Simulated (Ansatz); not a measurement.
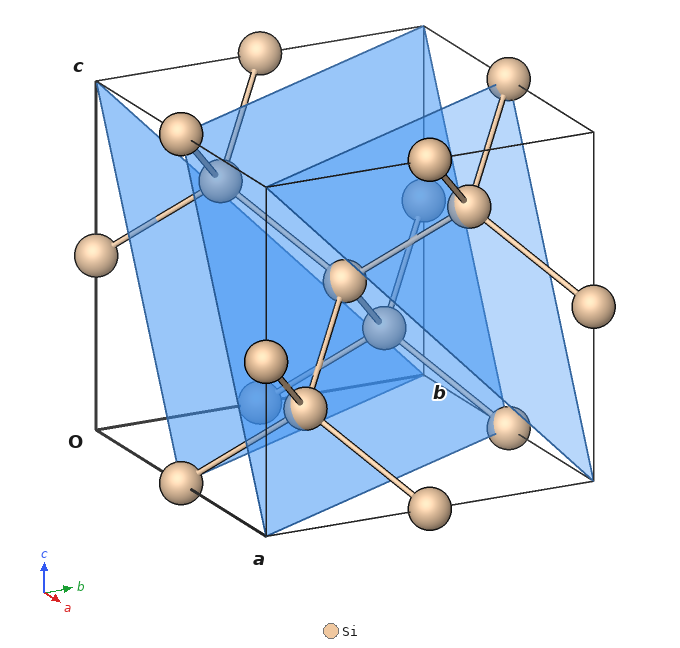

Every member of one family of equally spaced planes, hx + ky + lz = a whole number, that cuts the unit cell is shaded (one member passes through the origin O, touching the cell only at an edge or corner). Crystal: Si, the input geometry of an electronic-structure calculation (not necessarily at equilibrium); the starting structure was generated, so it need not be a known form of this composition. Geometry calculated from the standardised cell; symmetry tolerance 0.002 Å.

a = 5.444 Å, b = 5.444 Å, c = 5.444 Å, α = 90.00°, β = 90.00°, γ = 90.00°.

> Which (hkl) family is drawn?

(2 1 1); the opposite sign names the same planes. The member next to the origin meets the axes a at 1/2, b at 1, c at 1.

> What is the spacing?

d = 2.223 Å.

> Which atoms of the cell lie in these planes (within 0.03 Å)?

4 of the 8 Si.
